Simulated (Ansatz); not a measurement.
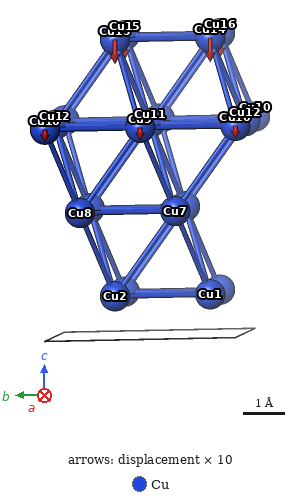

A constrained relaxation of a slab of composition Cu. The starting structure is drawn; red arrows show the displacements, magnified 10 times.

Style: ball-and-stick. Shown: the cell of the calculation, outlined in the plane, without the vacuum, from a free direction.

8 atoms are held fixed.

Theory: Ansatz 0.2.0, DFT PBE, scalar-relativistic, plane waves, PAW; settings changed.

Input file:
```yaml
crystal:
  lattice:
    - [5.1332392119, 0.0, 0.0]
    - [-2.5666196059, 4.4455155612, 0.0]
    - [0.0, 0.0, 23.2869083984]
  atoms:
    - { symbol: Cu, position: [0.3333333333, 0.1666666667, 0.3650119567] }
    - { symbol: Cu, position: [0.3333333333, 0.6666666667, 0.3650119567] }
    - { symbol: Cu, position: [0.8333333333, 0.1666666667, 0.3650119567] }
    - { symbol: Cu, position: [0.8333333333, 0.6666666667, 0.3650119567] }
    - { symbol: Cu, position: [0.6666666667, 0.3333333333, 0.4550039856] }
    - { symbol: Cu, position: [0.6666666667, 0.8333333333, 0.4550039856] }
    - { symbol: Cu, position: [0.1666666667, 0.3333333333, 0.4550039856] }
    - { symbol: Cu, position: [0.1666666667, 0.8333333333, 0.4550039856] }
    - { symbol: Cu, position: [0.0, 0.5, 0.5449960144] }
    - { symbol: Cu, position: [0.0, 0.0, 0.5449960144] }
    - { symbol: Cu, position: [0.5, 0.5, 0.5449960144] }
    - { symbol: Cu, position: [0.5, 0.0, 0.5449960144] }
    - { symbol: Cu, position: [0.3333333333, 0.6666666667, 0.6349880433] }
    - { symbol: Cu, position: [0.3333333333, 0.1666666667, 0.6349880433] }
    - { symbol: Cu, position: [0.8333333333, 0.6666666667, 0.6349880433] }
    - { symbol: Cu, position: [0.8333333333, 0.1666666667, 0.6349880433] }
basis:
  ecutwfc: "450 eV"
kpoints:
  mp_grid: { grid: [6, 6, 1] }
hamiltonian:
  xc: pbe
scf:
  occupations: { method: gaussian, width: 0.1 }
output:
  forces: true
  eigenvalues: true
relax:
  adjacent_minimum: "off"
  f_tol: 0.03
  max_steps: 70
  constraints: [{ sites: [0, 1, 2, 3, 4, 5, 6, 7] }]
efield:
  axis: 3
  dipole_correction: true
  ramp_width: 0.04
```

Command:
```bash
ansatz run input.yaml --threads 4 --pin off --max-ram 10240MiB --backend cpu --events-out ev --progress --plain --runs-dir out
```

### What did the optimiser do to the structure, and how much energy did it gain?

Over 2 geometry steps the energy falls by 13.7 meV per cell of the calculation. The largest force component goes from 0.11 to 0.0025 eV/Å. The largest moves, 0.060 Å, are those of Cu13, Cu14, Cu15 and Cu16. Cu16 goes along the normal (−c). The lattice vectors keep their values. Near-neighbour distances that change, for instance: Cu10–Cu14 2.567 → 2.543 Å.
